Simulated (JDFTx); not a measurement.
Run report: ZrB₂, geometry relaxation (part 2 of 2)

ZrB₂ (P6/mmm, 3 atoms in the cell); Kohn-Sham DFT of a periodic cell, RPBE, PseudoDojo-SR-PBE-0.5-standard, no spin polarisation (JDFTx 1.7.0 (patched build)); cutoff 1034.03 eV, 10×10×8 k-mesh, fermi-dirac of 0.05 eV. The structure derives from an entry of the Crystallography Open Database.

Geometry of the input (Å; fractional positions):
```
3.1700  0.0000  0.0000
-1.5850  2.7453  0.0000
0.0000  0.0000  3.5330
Zr 0.0000  0.0000  0.0000
B  0.6667  0.3333  0.5000
B  0.3333  0.6667  0.5000
```

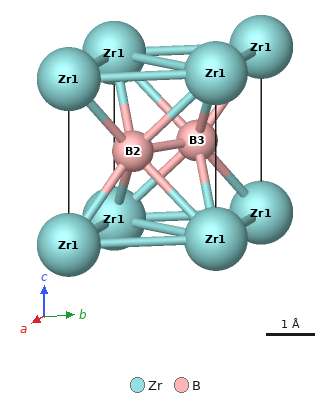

Figure 1. The geometry at step 3 of the log (ball-and-stick view of the cell of the calculation, seen slightly off an axis; atoms are numbered from 1 in the order of the input).

## What the program printed, continued
```
-------- Electronic minimization -----------
Will mix electronic density at each iteration.
	FillingsUpdate:  mu: +0.575553885  nElectrons: 18.000000
	FillingsUpdate:  mu: +0.575392808  nElectrons: 18.000000
SCF: Cycle:  0   F: -53.149571191463778   dF: -2.111e-06   |Residual|: 2.631e-04   |deigs|: 1.242e-05
	FillingsUpdate:  mu: +0.575411559  nElectrons: 18.000000
SCF: Cycle:  1   F: -53.149571416477905   dF: -2.250e-07   |Residual|: 1.199e-04   |deigs|: 3.893e-05
	FillingsUpdate:  mu: +0.575418157  nElectrons: 18.000000
SCF: Cycle:  2   F: -53.149571444980531   dF: -2.850e-08   |Residual|: 4.572e-05   |deigs|: 1.540e-05
	FillingsUpdate:  mu: +0.575418789  nElectrons: 18.000000
SCF: Cycle:  3   F: -53.149571450130203   dF: -5.150e-09   |Residual|: 1.215e-05   |deigs|: 8.446e-06
	FillingsUpdate:  mu: +0.575418706  nElectrons: 18.000000
SCF: Cycle:  4   F: -53.149571451521929   dF: -1.392e-09   |Residual|: 5.251e-06   |deigs|: 2.929e-05
	FillingsUpdate:  mu: +0.575419044  nElectrons: 18.000000
SCF: Cycle:  5   F: -53.149571451948532   dF: -4.266e-10   |Residual|: 1.168e-06   |deigs|: 2.462e-05
	FillingsUpdate:  mu: +0.575418974  nElectrons: 18.000000
SCF: Cycle:  6   F: -53.149571452093994   dF: -1.455e-10   |Residual|: 8.710e-07   |deigs|: 1.290e-05
SCF: Converged (|Delta E|<1.000000e-09 for 2 iters).

Setting wave functions to eigenvectors of Hamiltonian
# Lattice vectors:
R =
[      6.00495     -3.00248            0  ]
[            0      5.20044            0  ]
[            0            0      6.72143  ]
unit cell volume = 209.899

# Strain tensor in Cartesian coordinates:
[   0.00242358            0            0  ]
[            0   0.00242358            0  ]
[            0            0   0.00674409  ]

# Stress tensor in Cartesian coordinates [Eh/a0^3]:
[  5.27776e-06            0            0  ]
[            0  5.27776e-06            0  ]
[            0            0 -1.33729e-05  ]

# Ionic positions in lattice coordinates:
ion Zr  -0.000000000000000  -0.000000000000000   0.000000000000000 1
ion B   0.666666666666667   0.333333333333333   0.500000000000000 1
ion B   0.333333333333333   0.666666666666667   0.500000000000000 1

# Forces in Cartesian coordinates:
force Zr   0.000000000000000   0.000000000000000   0.000000000000000 1
force B  -0.000000000000000   0.000000000000000   0.000000000000000 1
force B  -0.000000000000000   0.000000000000000  -0.000000000000000 1

# Energy components:
   Eewald =      -48.1080156628948785
       EH =        6.2581479248220369
     Eloc =      -26.1671233115101849
      Enl =        5.3877086199326261
      Exc =      -12.5757198930175011
 Exc_core =        3.4816826299020920
       KE =       18.5738509548264510
-------------------------------------
     Etot =      -53.1494687379393582
       TS =        0.0001027141546374
-------------------------------------
        F =      -53.1495714520939941

LatticeMinimize: Iter:   3  F: -53.149571452093994  |grad|_K:  5.430e-04  alpha:  1.000e+00  linmin: -1.000e+00

#--- Lowdin population analysis ---
# oxidation-state Zr +0.749
# oxidation-state B -0.359 -0.359

-------- Electronic minimization -----------
Will mix electronic density at each iteration.
	FillingsUpdate:  mu: +0.575418974  nElectrons: 18.000000
	FillingsUpdate:  mu: +0.575273504  nElectrons: 18.000000
SCF: Cycle:  0   F: -53.149573377793701   dF: -2.202e-06   |Residual|: 2.665e-04   |deigs|: 9.294e-06
	FillingsUpdate:  mu: +0.575292497  nElectrons: 18.000000
SCF: Cycle:  1   F: -53.149573611342994   dF: -2.335e-07   |Residual|: 1.218e-04   |deigs|: 3.875e-05
	FillingsUpdate:  mu: +0.575299203  nElectrons: 18.000000
SCF: Cycle:  2   F: -53.149573641378758   dF: -3.004e-08   |Residual|: 4.669e-05   |deigs|: 1.456e-05
	FillingsUpdate:  mu: +0.575299976  nElectrons: 18.000000
SCF: Cycle:  3   F: -53.149573646960654   dF: -5.582e-09   |Residual|: 1.258e-05   |deigs|: 7.180e-06
	FillingsUpdate:  mu: +0.575299852  nElectrons: 18.000000
SCF: Cycle:  4   F: -53.149573648545861   dF: -1.585e-09   |Residual|: 5.423e-06   |deigs|: 2.423e-05
	FillingsUpdate:  mu: +0.575300248  nElectrons: 18.000000
SCF: Cycle:  5   F: -53.149573649074860   dF: -5.290e-10   |Residual|: 1.293e-06   |deigs|: 1.689e-05
	FillingsUpdate:  mu: +0.575300170  nElectrons: 18.000000
SCF: Cycle:  6   F: -53.149573649232423   dF: -1.576e-10   |Residual|: 8.618e-07   |deigs|: 8.864e-06
SCF: Converged (|Delta E|<1.000000e-09 for 2 iters).

Setting wave functions to eigenvectors of Hamiltonian
# Lattice vectors:
R =
[       6.0021     -3.00105            0  ]
[            0      5.19797            0  ]
[            0            0      6.72909  ]
unit cell volume = 209.939

# Strain tensor in Cartesian coordinates:
[   0.00194784            0            0  ]
[            0   0.00194784            0  ]
[            0            0   0.00789177  ]

# Stress tensor in Cartesian coordinates [Eh/a0^3]:
[ -5.85896e-08            0            0  ]
[            0 -5.85896e-08            0  ]
[            0            0  -6.5599e-07  ]

# Ionic positions in lattice coordinates:
ion Zr  -0.000000000000000  -0.000000000000000   0.000000000000000 1
ion B   0.666666666666667   0.333333333333333   0.500000000000000 1
ion B   0.333333333333333   0.666666666666667   0.500000000000000 1

# Forces in Cartesian coordinates:
force Zr  -0.000000000000000   0.000000000000000  -0.000000000000000 1
force B   0.000000000000000  -0.000000000000000   0.000000000000000 1
force B   0.000000000000000  -0.000000000000000   0.000000000000000 1

# Energy components:
   Eewald =      -48.1043367869751322
       EH =        6.2592031470689484
     Eloc =      -26.1717767765804403
      Enl =        5.3875861767699238
      Exc =      -12.5756498145756552
 Exc_core =        3.4816826307415378
       KE =       18.5738197205024811
-------------------------------------
     Etot =      -53.1494717030483486
       TS =        0.0001019461840715
-------------------------------------
        F =      -53.1495736492324227

LatticeMinimize: Iter:   4  F: -53.149573649232423  |grad|_K:  2.345e-05  alpha:  1.000e+00  linmin: -7.914e-01

#--- Lowdin population analysis ---
# oxidation-state Zr +0.749
# oxidation-state B -0.360 -0.360

-------- Electronic minimization -----------
Will mix electronic density at each iteration.
	FillingsUpdate:  mu: +0.575300170  nElectrons: 18.000000
	FillingsUpdate:  mu: +0.575261403  nElectrons: 18.000000
SCF: Cycle:  0   F: -53.149573648302948   dF: -1.192e-09   |Residual|: 6.859e-06   |deigs|: 5.165e-06
	FillingsUpdate:  mu: +0.575262048  nElectrons: 18.000000
SCF: Cycle:  1   F: -53.149573651822742   dF: -3.520e-09   |Residual|: 1.039e-05   |deigs|: 8.864e-06
	FillingsUpdate:  mu: +0.575261601  nElectrons: 18.000000
SCF: Cycle:  2   F: -53.149573651554299   dF: +2.684e-10   |Residual|: 1.484e-05   |deigs|: 5.083e-06
	FillingsUpdate:  mu: +0.575262491  nElectrons: 18.000000
SCF: Cycle:  3   F: -53.149573652001749   dF: -4.475e-10   |Residual|: 7.049e-06   |deigs|: 6.461e-06
	FillingsUpdate:  mu: +0.575262898  nElectrons: 18.000000
SCF: Cycle:  4   F: -53.149573652100329   dF: -9.858e-11   |Residual|: 2.864e-06   |deigs|: 6.086e-06
SCF: Converged (|Delta E|<1.000000e-09 for 2 iters).

Setting wave functions to eigenvectors of Hamiltonian
# Lattice vectors:
R =
[      6.00213     -3.00106            0  ]
[            0      5.19799            0  ]
[            0            0      6.72945  ]
unit cell volume = 209.952

# Strain tensor in Cartesian coordinates:
[   0.00195203            0            0  ]
[            0   0.00195203            0  ]
[            0            0   0.00794602  ]

# Stress tensor in Cartesian coordinates [Eh/a0^3]:
[  2.74268e-07            0            0  ]
[            0  2.74268e-07            0  ]
[            0            0  1.62501e-07  ]

# Ionic positions in lattice coordinates:
ion Zr  -0.000000000000000  -0.000000000000000   0.000000000000000 1
ion B   0.666666666666667   0.333333333333333   0.500000000000000 1
ion B   0.333333333333333   0.666666666666667   0.500000000000000 1

# Forces in Cartesian coordinates:
force Zr  -0.000000000000000   0.000000000000000  -0.000000000000000 1
force B   0.000000000000000   0.000000000000000  -0.000000000000000 1
force B  -0.000000000000000  -0.000000000000000   0.000000000000000 1

# Energy components:
   Eewald =      -48.1033198639873945
       EH =        6.2595121618318839
     Eloc =      -26.1729679937920494
      Enl =        5.3875845160525957
      Exc =      -12.5755821680751385
 Exc_core =        3.4816826308193920
       KE =       18.5736189968125167
-------------------------------------
     Etot =      -53.1494717203381981
       TS =        0.0001019317621316
-------------------------------------
        F =      -53.1495736521003295

LatticeMinimize: Iter:   5  F: -53.149573652100329  |grad|_K:  1.491e-05  alpha:  1.000e+00  linmin:  4.848e-01

#--- Lowdin population analysis ---
# oxidation-state Zr +0.749
# oxidation-state B -0.360 -0.360

-------- Electronic minimization -----------
Will mix electronic density at each iteration.
	FillingsUpdate:  mu: +0.575262898  nElectrons: 18.000000
	FillingsUpdate:  mu: +0.575284491  nElectrons: 18.000000
SCF: Cycle:  0   F: -53.149573651733256   dF: -3.441e-11   |Residual|: 4.651e-06   |deigs|: 4.102e-06
	FillingsUpdate:  mu: +0.575284026  nElectrons: 18.000000
SCF: Cycle:  1   F: -53.149573652529639   dF: -7.964e-10   |Residual|: 4.997e-06   |deigs|: 6.386e-06
SCF: Converged (|Delta E|<1.000000e-09 for 2 iters).

Setting wave functions to eigenvectors of Hamiltonian
# Lattice vectors:
R =
[      6.00204     -3.00102            0  ]
[            0      5.19792            0  ]
[            0            0       6.7294  ]
unit cell volume = 209.945

# Strain tensor in Cartesian coordinates:
[    0.0019384            0            0  ]
[            0    0.0019384            0  ]
[            0            0    0.0079387  ]

# Stress tensor in Cartesian coordinates [Eh/a0^3]:
[ -1.79925e-07            0            0  ]
[            0 -1.79925e-07            0  ]
[            0            0 -1.66357e-07  ]

# Ionic positions in lattice coordinates:
ion Zr   0.000000000000000  -0.000000000000000   0.000000000000000 1
ion B   0.666666666666667   0.333333333333333   0.500000000000000 1
ion B   0.333333333333333   0.666666666666667   0.500000000000000 1

# Forces in Cartesian coordinates:
force Zr  -0.000000000000000  -0.000000000000000  -0.000000000000000 1
force B  -0.000000000000000   0.000000000000000  -0.000000000000000 1
force B  -0.000000000000000   0.000000000000000  -0.000000000000000 1

# Energy components:
   Eewald =      -48.1038697435649212
       EH =        6.2593175858883336
     Eloc =      -26.1722881056050838
      Enl =        5.3875760872696894
      Exc =      -12.5756200366193500
 Exc_core =        3.4816826308492237
       KE =       18.5737298511569158
-------------------------------------
     Etot =      -53.1494717306251943
       TS =        0.0001019219044482
-------------------------------------
        F =      -53.1495736525296394

LatticeMinimize: Iter:   6  F: -53.149573652529639  |grad|_K:  1.078e-05  alpha:  1.000e+00  linmin:  9.763e-01
LatticeMinimize: Converged (|Delta F|<1.000000e-06 for 2 iters).

#--- Lowdin population analysis ---
# oxidation-state Zr +0.749
# oxidation-state B -0.360 -0.360

Dumping 'run.eigStats' ...
	eMin: -1.214546 at state 0 ( [ +0.000000 +0.000000 +0.000000 ] spin 0 )
	HOMO: +0.574160 at state 51 ( [ +0.200000 +0.200000 +0.125000 ] spin 0 )
	mu  : +0.575284
	LUMO: +0.579271 at state 2 ( [ +0.000000 +0.000000 +0.250000 ] spin 0 )
	eMax: +0.975890 at state 65 ( [ +0.300000 +0.300000 +0.000000 ] spin 0 )
	HOMO-LUMO gap: +0.005111
	Optical gap  : +0.012288 at state 32 ( [ +0.100000 +0.100000 +0.250000 ] spin 0 )
Done!
```

## Trajectory as extended XYZ (Å, eV, eV/Å), 7 frames, from step=0 to step=6
```
3
Lattice="3.1700 0.0000 0.0000 -1.5850 2.7453 0.0000 0.0000 0.0000 3.5330" Properties=species:S:1:pos:R:3:forces:R:3 step=0 energy=-1446.26984
Zr    0.0000    0.0000    0.0000    0.0000   0.0000   0.0000
B     1.5850    0.9151    1.7665    0.0000   0.0000   0.0000
B     0.0000    1.8302    1.7665    0.0000   0.0000   0.0000
3
Lattice="3.1714 0.0000 0.0000 -1.5857 2.7465 0.0000 0.0000 0.0000 3.5358" Properties=species:S:1:pos:R:3:forces:R:3 step=1 energy=-1446.27072
Zr    0.0000    0.0000    0.0000    0.0000   0.0000   0.0000
B     1.5857    0.9155    1.7679    0.0000   0.0000   0.0000
B     0.0000    1.8310    1.7679    0.0000   0.0000   0.0000
3
Lattice="3.1791 0.0000 0.0000 -1.5896 2.7532 0.0000 0.0000 0.0000 3.5528" Properties=species:S:1:pos:R:3:forces:R:3 step=2 energy=-1446.27335
Zr    0.0000    0.0000    0.0000    0.0000   0.0000   0.0000
B     1.5896    0.9177    1.7764    0.0000   0.0000   0.0000
B     0.0000    1.8355    1.7764    0.0000   0.0000   0.0000
3
Lattice="3.1777 0.0000 0.0000 -1.5888 2.7520 0.0000 0.0000 0.0000 3.5568" Properties=species:S:1:pos:R:3:forces:R:3 step=3 energy=-1446.27352
Zr    0.0000    0.0000    0.0000    0.0000   0.0000   0.0000
B     1.5888    0.9173    1.7784    0.0000   0.0000   0.0000
B     0.0000    1.8346    1.7784    0.0000   0.0000   0.0000
3
Lattice="3.1762 0.0000 0.0000 -1.5881 2.7506 0.0000 0.0000 0.0000 3.5609" Properties=species:S:1:pos:R:3:forces:R:3 step=4 energy=-1446.27358
Zr    0.0000    0.0000    0.0000    0.0000   0.0000   0.0000
B     1.5881    0.9169    1.7804    0.0000   0.0000   0.0000
B     0.0000    1.8338    1.7804    0.0000   0.0000   0.0000
3
Lattice="3.1762 0.0000 0.0000 -1.5881 2.7507 0.0000 0.0000 0.0000 3.5611" Properties=species:S:1:pos:R:3:forces:R:3 step=5 energy=-1446.27358
Zr    0.0000    0.0000    0.0000    0.0000   0.0000   0.0000
B     1.5881    0.9169    1.7805    0.0000   0.0000   0.0000
B     0.0000    1.8338    1.7805    0.0000   0.0000   0.0000
3
Lattice="3.1761 0.0000 0.0000 -1.5881 2.7506 0.0000 0.0000 0.0000 3.5610" Properties=species:S:1:pos:R:3:forces:R:3 step=6 energy=-1446.27358
Zr    0.0000    0.0000    0.0000    0.0000   0.0000   0.0000
B     1.5881    0.9169    1.7805    0.0000   0.0000   0.0000
B     0.0000    1.8337    1.7805    0.0000   0.0000   0.0000
```

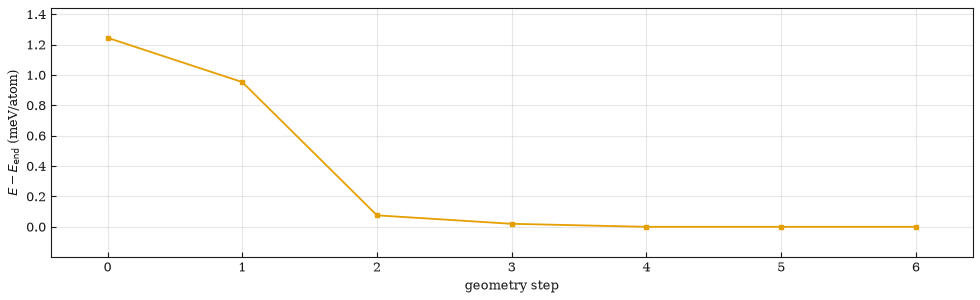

Figure 2. Progress of the relaxation, step by step (steps are counted from 0).

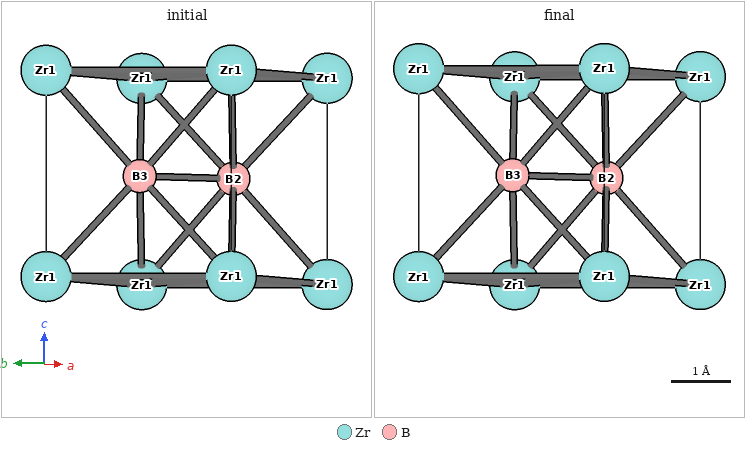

Figure 3. Before (left) and after (right) the relaxation, at one scale (ball-and-stick view of the cell of the calculation, seen at an oblique angle). No atom moves by more than 0.005 Å relative to the cell. Cell: a = b 3.170 → 3.176 Å (+0.2 %), c 3.533 → 3.561 Å (+0.8 %). Volume +1.2 %. Distances before and after: Zr1–B2 2.544 → 2.556 Å, Zr1–Zr1 3.170 → 3.176 Å. The space group stays P6/mmm (No. 191). After 6 geometry steps the energy has fallen by 1.2 meV per atom. All forces vanish by symmetry, so only the cell relaxes. (Atoms are counted from 1 in the order of the input.)

## Results in brief

```json
{"quantity": "outcome", "value": "converged"}
{"quantity": "space group (tolerance 0.01 Å)", "value": "P6/mmm (191)"}
{"quantity": "electrons treated", "value": "18"}
{"quantity": "free energy", "value": "−1446.2736 eV"}
{"quantity": "Fermi energy", "value": "15.654 eV"}
{"quantity": "gap on the k-point mesh", "value": "none (metallic)"}
{"quantity": "pressure", "value": "0.01 GPa"}
{"quantity": "final volume", "value": "31.11 Å³"}
{"quantity": "largest force (length of the vector) at the end", "value": "under 0.001 eV/Å"}
{"quantity": "final cell", "value": "a = 3.176 Å, b = 3.176 Å, c = 3.561 Å, α = 90.00°, β = 90.00°, γ = 120.00°"}
{"quantity": "hardware", "value": "1 thread of Arm Neoverse V1, 24 GiB of memory available, shared host"}
{"quantity": "wall time", "value": "5.7 min"}
{"quantity": "peak memory", "value": "0.18 GiB"}
```
